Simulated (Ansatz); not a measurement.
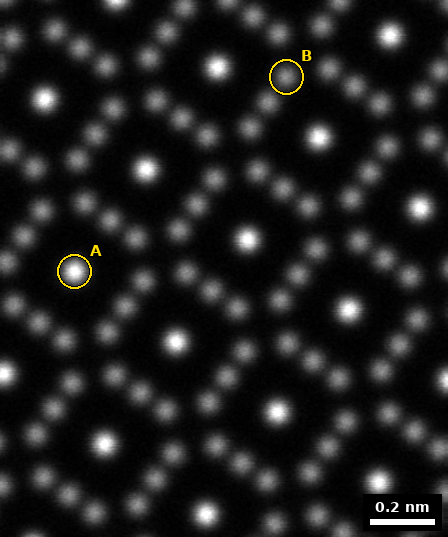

Dark-field STEM-like image of C (Pm-3n, No. 223) along [001]. Simulated incoherent Z contrast: every atom adds Z^1.6 spread by a probe of 0.57 Å full width; channelling and multiple scattering are left out. The probe carries 25 % of its weight in a tail 2.5 times as wide. Shot noise and a slight drift were added. Atomic positions: the end point of a relaxation with DFT, PBE, plane waves (420 eV) with PAW, scalar-relativistic (Ansatz); the starting structure was generated, so it need not be a known form of this composition.

Space group Pm-3n (No. 223). a = 3.874 Å, b = 3.874 Å, c = 3.874 Å, α = 90.00°, β = 90.00°, γ = 90.00°
| atom | site | symmetry | x | y | z |
| --- | --- | --- | --- | --- | --- |
| C | 2a | m-3. | 0.0000 | 0.0000 | 0.0000 |
| C | 6c | -4m.2 | 0.2500 | 0.0000 | 0.5000 |

> Name the elements in each circled column.

C (2 C per 3.87 Å along the beam; the brightest kind). B: C (1 C per 3.87 Å along the beam; about 50 % of the brightest peak). Brightness is counted from the darkest point of the image.
